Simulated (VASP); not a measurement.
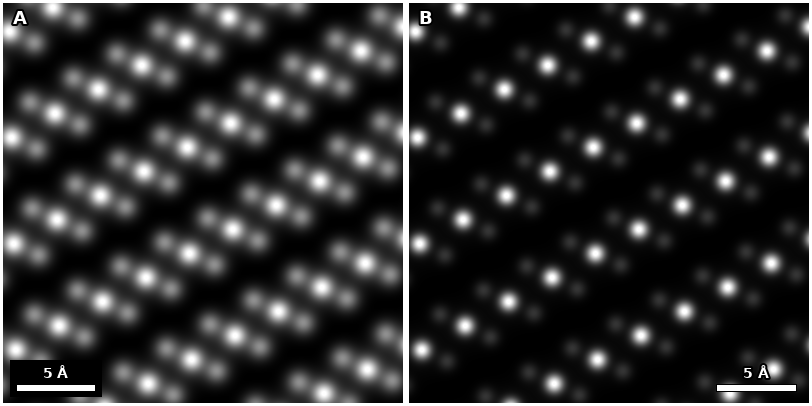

Two simulated images of the same area of ZrS₂ (P-3m1, No. 164) along [100], with a probe of 0.93 Å. One is incoherent Z contrast (Z^1.8 per atom), the other the projected potential of neutral atoms blurred by the probe (iDPC-like, thin sample). Brightness is counted from the darkest point of the image. Structure used: a cell listed in the Materials Project, as set up for an electronic-structure calculation.

Question: Which panel is which, and how can one tell?

Answer: B is the Z-contrast image and A the potential image. The columns of 1 S per repeat reach about 20 % of the brightest peak (1 Zr) in B but about 55 % in A, mainly since the potential grows much more slowly with atomic number.
